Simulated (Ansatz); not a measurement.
CoSn2

The calculation's input:

```
crystal:
  lattice:
    - [-3.1825, 3.1825, 2.7285]
    - [3.1825, -3.1825, 2.7285]
    - [3.1825, 3.1825, -2.7285]
  atoms:
    - { symbol: Co, position: [0.25, 0.25, 0.0], spin: 1.22 }
    - { symbol: Co, position: [0.75, 0.75, 0.0], spin: -1.39 }
    - { symbol: Sn, position: [0.658, 0.158, 0.816] }
    - { symbol: Sn, position: [0.158, 0.342, 0.5] }
    - { symbol: Sn, position: [0.342, 0.842, 0.184] }
    - { symbol: Sn, position: [0.842, 0.658, 0.5] }
basis:
  ecutwfc: 500
kpoints:
  mp_grid: { grid: [8, 8, 8] }
hamiltonian:
  xc: r2scan
scf:
  occupations: { method: gaussian, width: 0.1 }
output:
  forces: true
  stress: true
  eigenvalues: true
  populations: true
  write_density: true
  write_potential: true
  elf: true
  volumetric_format: npy
magnetization:
  spin_polarized: true
```

Command:

```sh
ansatz run input.yaml --threads 1 --pin off --max-ram 2560MiB --backend cpu --events-out ev --progress --plain --runs-dir out
```

Below, planes, directions and counts refer to the cell of the magnetic structure (a = 6.37 Å, b = 6.37 Å, c = 5.46 Å, α = 90.00°, β = 90.00°, γ = 90.00°).

Space group I4/mcm; not relaxed (largest force 0.9 eV/Å); spin-polarised.

Method: DFT r2SCAN, scalar-relativistic, plane waves, PAW in Ansatz.

In a PAW calculation such maps are meaningful between the atoms, not at the nuclei.

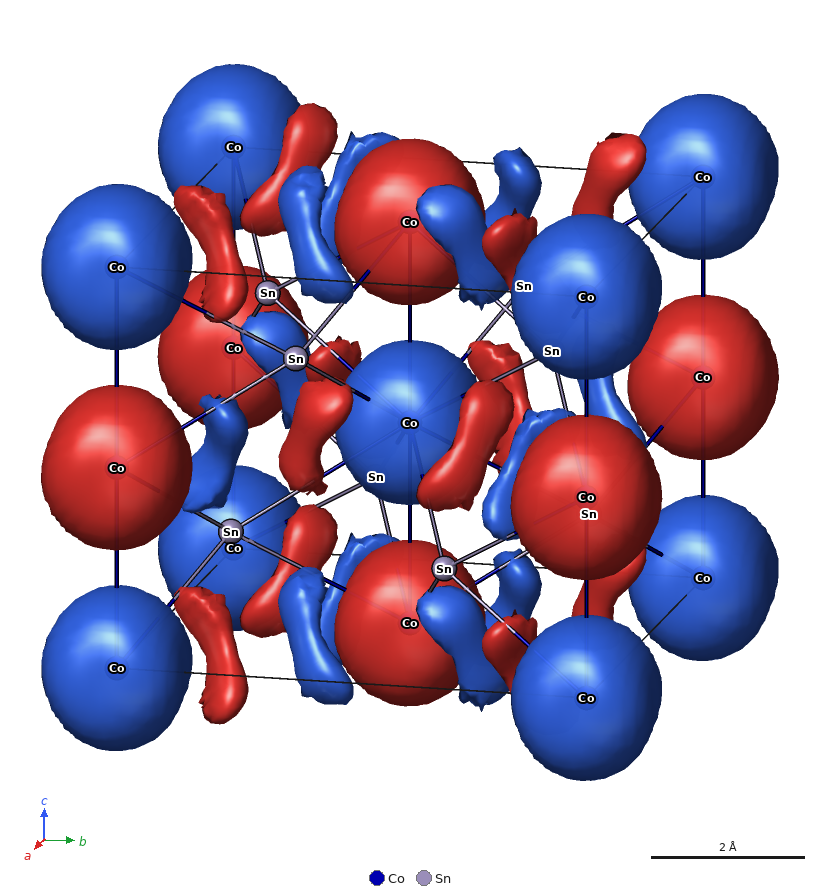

Figure 1. Isosurfaces of the magnetisation density (up minus down) at +0.015 (blue) and −0.015 e/Å³ (red), seen slightly off an axis. Sticks mark near contacts.

**Which atoms carry the moments, and with what signs?**

The spin density sits on Co: +1.0 μB (×2) and −1.0 μB (×2) in one cell of 12 atoms: antiferromagnetic in this solution, which needn't be the ground state, with every nearest magnetic neighbour opposed. The cell of the calculation (6 atoms) carries 0.0 μB of net spin moment.

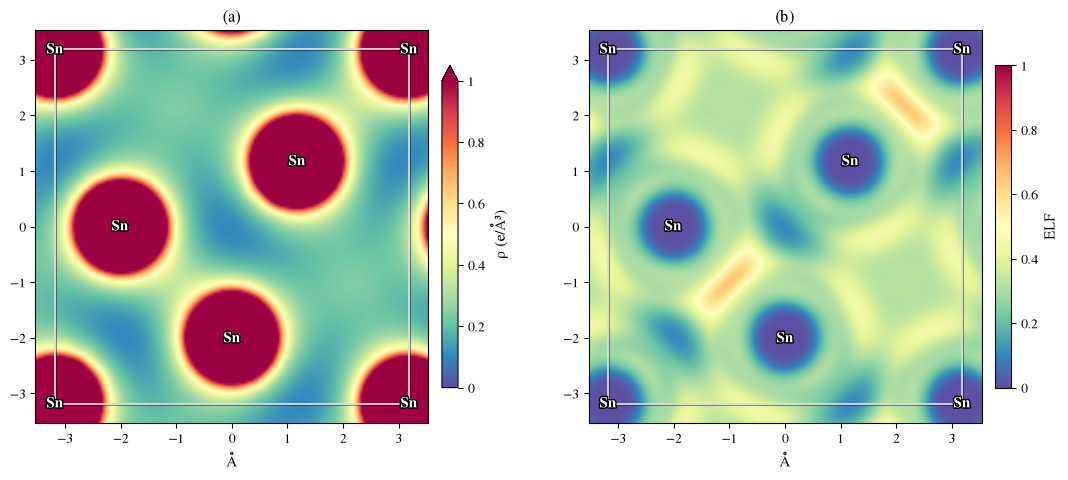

Figure 2. (a) valence pseudo-density; (b) electron localisation function on the (001) plane of the cell of the magnetic structure.

**Describe what can be read from this map.**

- The plane passes through Sn nuclei.
- Sn–Sn (2.84 Å): ρ at the midpoint is about 0.35 e/Å³; the ELF peaks at about 0.65 between the atoms.
- Between the atoms the lowest density in this plane is 0.1 e/Å³.

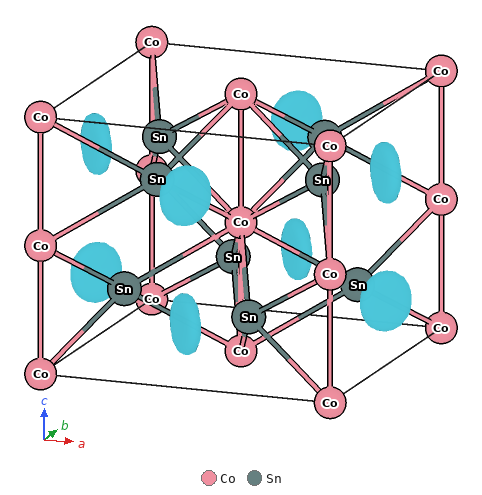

Figure 3. Isosurface of the electron localisation function at 0.55 (cyan), seen slightly off an axis. Only the valence region is drawn (cores and ρ < 0.01 e/Å³ removed). Sticks mark near contacts.

**Identify the bonds, lone pairs and shells in this picture.**

At this value the surface marks out four regions between bonded Sn–Sn atoms, counted in one cell of 12 atoms. Regions shared between cells count once. Along the contacts the grid gives the following. Co–Co (2.73 Å): the ELF is about 0.30 at the midpoint. Co–Sn (2.76 Å): the ELF is about 0.40 at the midpoint.

**Metal or insulator at this level of theory?**

It is gapless in this calculation (a metal or semimetal).
